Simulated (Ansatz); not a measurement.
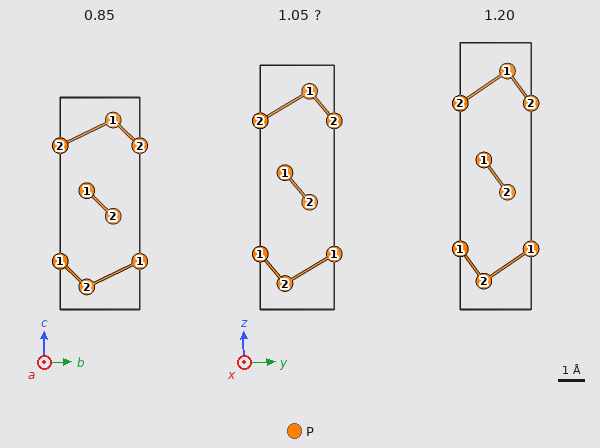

Energy scan for crystalline P (R-3m), in which the ratio of the cell's length along z to its lengths across, counted as 1 for the reference, is changed at fixed volume (a c/a path), with the atoms kept at their fractional coordinates. x, y and z are the Cartesian axes of the input. A ball-and-stick model of the conventional cell (3 times the calculation's cell), repeated 1 × 1 × 1 with one cell outlined, seen along the a axis. Lengths and directions refer to the drawn axes.

The calculation used Ansatz 0.2.0, DFT PBEsol, scalar-relativistic, plane waves, PAW. Set-up: plane-wave cutoff 420 eV; k-point mesh 18 × 18 × 18; occupations gaussian; smearing width 0.15 eV; no spin polarisation. Energies (free energies at the smearing named) are counted from the cell as listed in its source, which wasn't relaxed.

```csv
axial ratio over its reference value,energy change (meV/atom)
0.85,65.4
0.92,11.7
0.96,0.1
1.00,0.0
1.05,?
1.10,23.1
1.20,66.7
```

**One row is withheld. What is its energy?**

A straight line between the two neighbours gives 11.6 meV/atom. A cubic through the four nearest rows (0.96, 1.00, 1.10, 1.20) gives, with Lagrange weights, (−0.2790)(0.1) + (0.8437)(0.0) + (0.4821)(23.1) + (−0.0469)(66.7) = 8.0 meV/atom. The calculation gives 8.8 meV/atom, so the cubic is 0.8 meV/atom too low and the straight line 2.8 meV/atom too high, as the curve bends upwards here.

The whole profile:

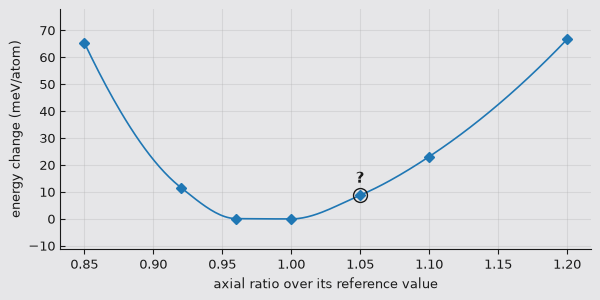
